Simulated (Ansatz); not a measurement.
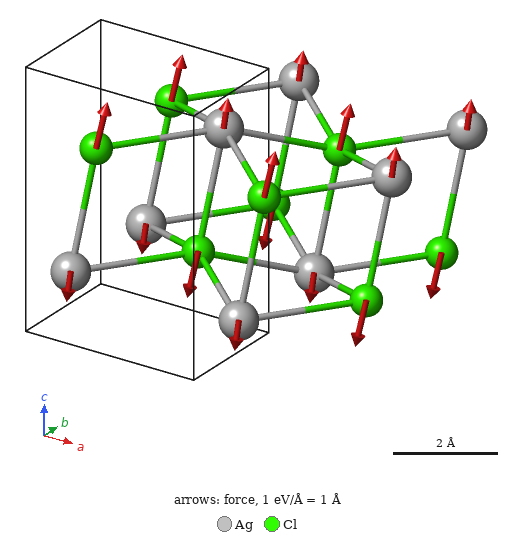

Starting geometry of solid AgCl (set up in P2_1/m) with the computed forces as red arrows. The picture is a ball-and-stick view of the cell of the calculation, repeated 2 × 2 × 1 with one cell outlined, seen slightly off an axis.

Method: Ansatz, DFT, r2SCAN, plane-wave PAW, default files, scalar-relativistic.

Input
```yaml
crystal:
  lattice:
    - [3.53, 0.0, 0.0]
    - [0.0, 4.011, 0.0]
    - [-0.9725508841, 0.0, 5.1520087129]
  atoms:
    - { symbol: Ag, position: [0.157, 0.25, 0.21] }
    - { symbol: Ag, position: [0.843, 0.75, 0.79] }
    - { symbol: Cl, position: [0.308, 0.25, 0.705] }
    - { symbol: Cl, position: [0.692, 0.75, 0.295] }
kpoints:
  mp_grid: { grid: [10, 8, 7] }
scf:
  occupations: { method: fermi_dirac, width: 0.01 }
hamiltonian:
  xc: r2scan
  pseudopotentials: { kind: paw }
output:
  forces: true
  stress: true
  populations: true
  efg:
    quadrupole_moments_barn: { Cl: -0.08112 }
    contact_densities: true
  write_density: true
  write_potential: true
  elf: true
  volumetric_format: npy
relax:
  f_tol: 0.02
  max_steps: 60
```

Command:
```bash
ansatz run input.yaml --threads 1 --pin off --max-ram 3072MiB --backend cpu --events-out ev --progress --plain --runs-dir out
```

What follows when this structure is relaxed?

It isn't relaxed: the largest force vector, on Cl atoms, is 0.97 eV/Å. The final displacements follow the starting forces only in part (cosine between the two patterns 0.74). The largest moves, 0.13 Å, are those of Cl3 and Cl4. Cl3 goes roughly along [1 0 1]. By element the largest moves are Cl 0.13 Å, Ag 0.09 Å. The cell stays as it was. Near-neighbour distances that change, for instance: Ag1–Cl3 2.551 → 2.713 Å, Ag1–Cl3 (another image) 2.796 → 2.713 Å, Ag1–Cl4 2.681 → 2.667 Å, Ag1–Cl4 (another image) 2.734 → 2.727 Å. Bond angles that change, for instance: Cl3–Ag1–Cl3 157.4° → 150.1°, Ag1–Cl3–Ag1 157.4° → 150.1°, Cl3–Ag1–Cl4 84.7° → 80.5°. The space group stays P2_1/m (No. 11). After 4 accepted moves (5 points after the start) the energy has fallen by 32.8 meV per atom. Largest force component: 0.97 eV/Å at the start, 0.0017 eV/Å at the end. 1 step only repeated the SCF at the same geometry.
